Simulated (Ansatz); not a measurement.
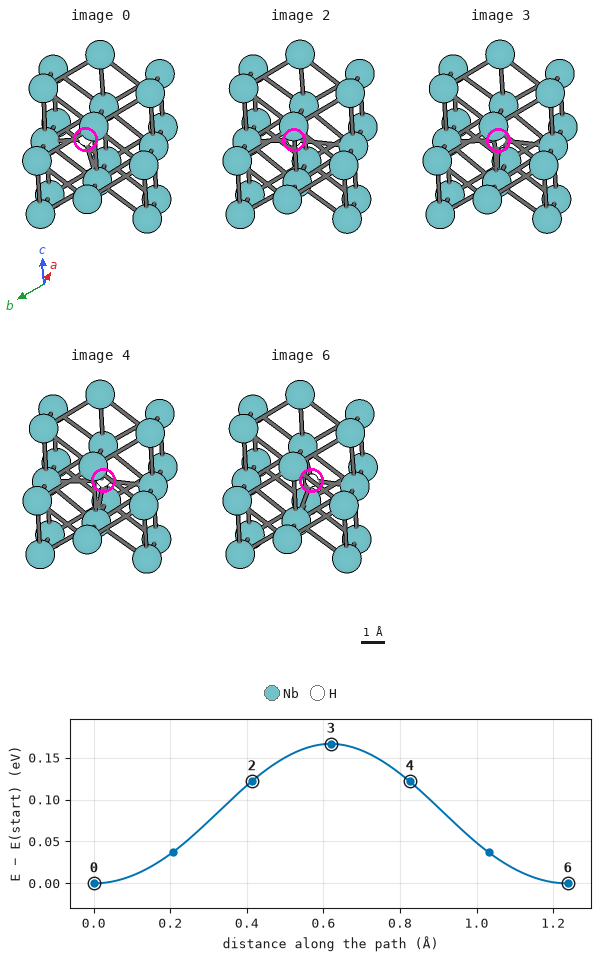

A nudged-elastic-band calculation for a defect cell of composition Nb₆₄H (65 atoms in the cell). Images are numbered from 0 (start) to 6 (end). A ball-and-stick model of the atoms within 4.2 Å of the middle of the path, seen from a free direction. The moving atom is ringed, with any periodic copies. Bonds to atoms that aren't drawn are left out.

Theory: DFT PBE, scalar-relativistic, plane waves, PAW (Ansatz 0.2.0). Run with plane-wave cutoff 420 eV; k-point mesh 3 × 3 × 3; Gaussian smearing 0.1 eV; 5 movable images; climbing image.

Q: Describe the mechanism and the energy profile.

A: The barrier is about 0.167 eV in both directions, with image 3 at the top; the ends have the same energy. The H atom travels furthest, 1.17 Å from end to end, along [−1 −2 −1], on a straight line. At the highest image its nearest neighbour (Nb) is 1.86 Å away, against 1.92 Å at the start, and the surrounding atoms stand up to 0.06 Å off the mean of their end positions. The band converged in 4 iterations. The largest component of the band force went from 0.57 to 0.025 eV/Å. The climbing image converged on the top of the path. Its curvatures weren't checked.

The run took 56 min on 8 threads of Intel(R) Xeon(R) Platinum 8488C (Sapphire Rapids), with other jobs on the host, peak memory 20 GiB.
